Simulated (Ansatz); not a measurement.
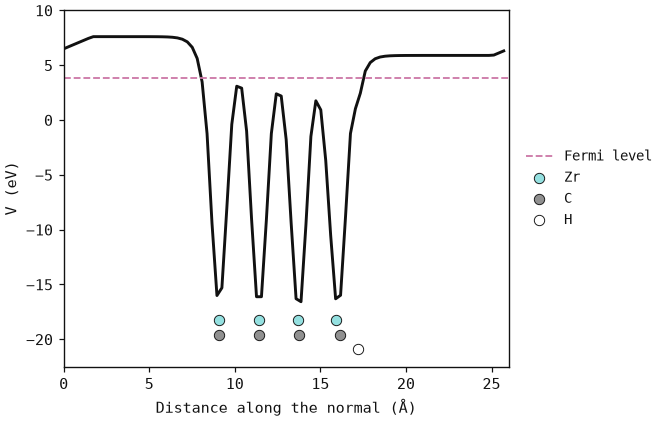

Plane-averaged electrostatic potential energy of an electron across the slab; circles at the bottom mark the heights of the atoms (positions after relaxation).

System: a (100) slab cut from ZrC (Fm-3m), of composition Zr$_{4}$HC$_{4}$ (not the bulk's), ended by ZrC planes, 9 atoms in the cell. Starting structure of the relaxation:

```yaml
crystal:
  lattice:
    - [3.30153, 0.00000, 0.00000]
    - [0.00000, 3.30153, 0.00000]
    - [0.00000, 0.00000, 26.00360]
  atoms:
    - { symbol: Zr, position: [0.00000, 0.00000, 0.32688] }
    - { symbol: C, position: [0.50000, 0.50000, 0.32688] }
    - { symbol: Zr, position: [0.50000, 0.50000, 0.41666] }
    - { symbol: C, position: [0.00000, 0.00000, 0.41666] }
    - { symbol: Zr, position: [0.00000, 0.00000, 0.50527] }
    - { symbol: C, position: [0.50000, 0.50000, 0.50646] }
    - { symbol: Zr, position: [0.50000, 0.50000, 0.59248] }
    - { symbol: C, position: [0.00000, 0.00000, 0.59534] }
    - { symbol: H, position: [0.75000, 0.25000, 0.65841] }
```

Method: DFT PBEsol, scalar-relativistic, plane waves, PAW, no spin polarisation, 9×9×1 k mesh, 420 eV cutoff (Ansatz).

Q: Read off the work function of each face.

A: The work function is 2.05 eV at the right face and 3.76 eV at the left.

Q: How thick are slab and vacuum?

A: The outermost atoms are 8.1 Å apart, which leaves 17.9 Å of vacuum in a cell 26.0 Å high.

Q: Do the two faces differ, and what does that say about the slab's dipole?

A: The vacuum level is 1.71 eV higher at the left than at the right, so the slab carries a dipole along its normal; the ramp in the vacuum, at or near the edge of the plot, is the dipole correction that keeps each side flat. Some atoms were held fixed in the relaxation, which can itself make the faces differ.
